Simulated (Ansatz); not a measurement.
**Si3N4: density, localisation and related maps**

The calculation's input:

```
crystal:
  lattice:
    - [-3.1616531863, 3.1616531863, 3.1616531863]
    - [3.1616531863, -3.1616531863, 3.1616531863]
    - [3.1616531863, 3.1616531863, -3.1616531863]
  atoms:
    - { symbol: Si, position: [0.25, 0.125, 0.875] }
    - { symbol: Si, position: [0.875, 0.25, 0.125] }
    - { symbol: Si, position: [0.75, 0.375, 0.625] }
    - { symbol: Si, position: [0.625, 0.75, 0.375] }
    - { symbol: Si, position: [0.125, 0.875, 0.25] }
    - { symbol: Si, position: [0.375, 0.625, 0.75] }
    - { symbol: "N", position: [0.5585841147, 0.5585841147, 0.5585841147] }
    - { symbol: "N", position: [0.4414158853, 0.5, 0.0] }
    - { symbol: "N", position: [0.5, 0.0, 0.9414158853] }
    - { symbol: "N", position: [0.0, 0.4414158853, 0.5] }
    - { symbol: "N", position: [0.9414158853, 0.5, 0.0] }
    - { symbol: "N", position: [0.0585841147, 0.0585841147, 0.0585841147] }
    - { symbol: "N", position: [0.0, 0.9414158853, 0.5] }
    - { symbol: "N", position: [0.5, 0.0, 0.4414158853] }
basis:
  ecutwfc: 420
kpoints:
  mp_grid: { grid: [6, 6, 6] }
hamiltonian:
  xc: pbesol
scf:
  occupations: { method: gaussian, width: 0.02 }
output:
  forces: true
  stress: true
  eigenvalues: true
  write_density: true
  write_potential: true
  elf: true
  volumetric_format: npy
relax:
  adjacent_minimum: "off"
  f_tol: 0.01
  max_steps: 30
```

Run with:

```sh
ansatz run input.yaml --threads 4 --pin off --max-ram 10240MiB --backend cpu --events-out ev --progress --plain --runs-dir out
```

Below, planes, directions and counts refer to the conventional cell (a = 6.32 Å, b = 6.32 Å, c = 6.32 Å, α = 90.00°, β = 90.00°, γ = 90.00°).

The fields are those of the run's last geometry, not of the input's.

Space group I-43d; changed on purpose from its base cell (volume × 0.94, shape and atoms relaxed); computed pressure about 18 GPa in this cell.

The calculation used DFT PBEsol, scalar-relativistic, plane waves, PAW in Ansatz 0.2.0.

The density is the valence pseudo-density of a PAW calculation; it isn't the true density close to the nuclei.

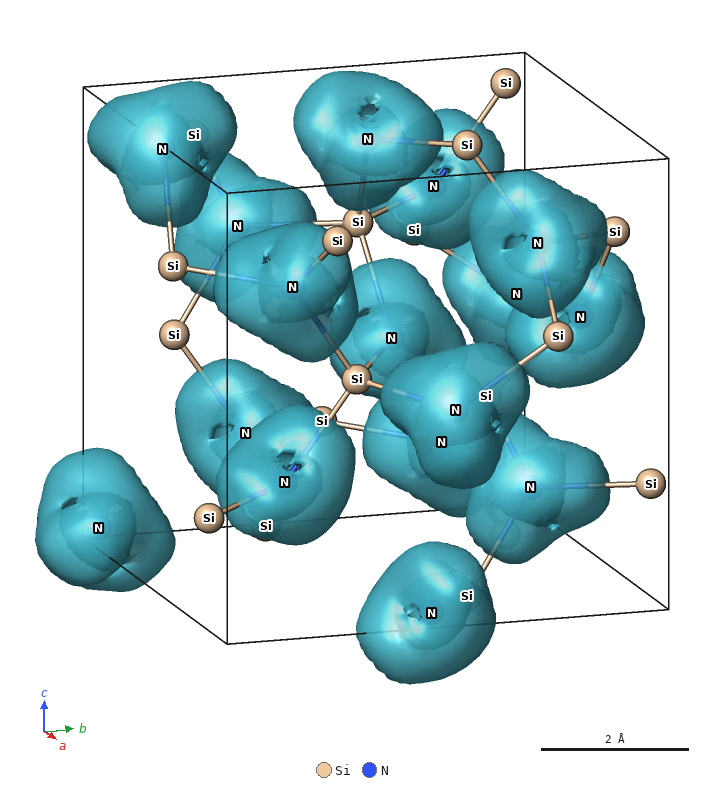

Figure 1. Isosurface of the ELF at 0.75 (cyan), seen slightly off an axis. Only the valence region is drawn (cores and ρ < 0.01 e/Å³ removed). Sticks mark near contacts.

Describe the localisation domains.

At this value the surface marks out 16 regions on N in which the atom's valence shell and bonds are merged, counted in one cell of 28 atoms. Any copies at cell faces, edges or corners count once. Along the contacts the grid gives the following. Si–N (1.71 Å): the ELF peaks at about 0.90 between the atoms: a polar covalent bond.

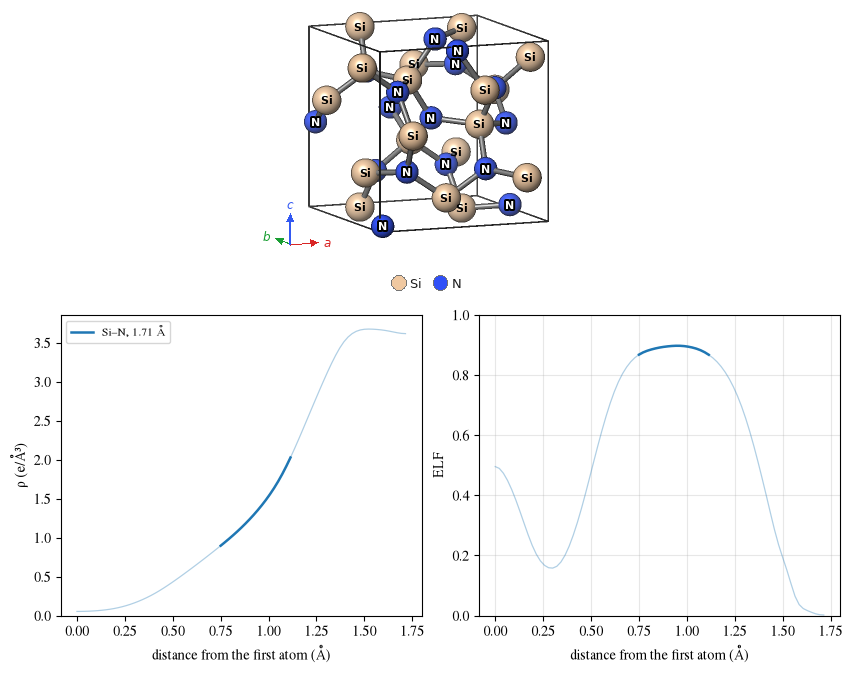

Figure 2. Valence charge density (pseudo) and ELF along straight lines between neighbouring atoms. Thin, pale parts lie inside the atomic spheres. The structure is drawn too.

What can be read from the curves?

Si–N (1.71 Å): the density is about 1.1 e/Å³ at the midpoint; the ELF peaks at about 0.90 between the atoms: a polar covalent bond.

Metal or insulator at this level of theory?

It is gapped, with a Kohn–Sham gap of 4.1 eV on the k-point mesh, an upper bound to the gap of this method.
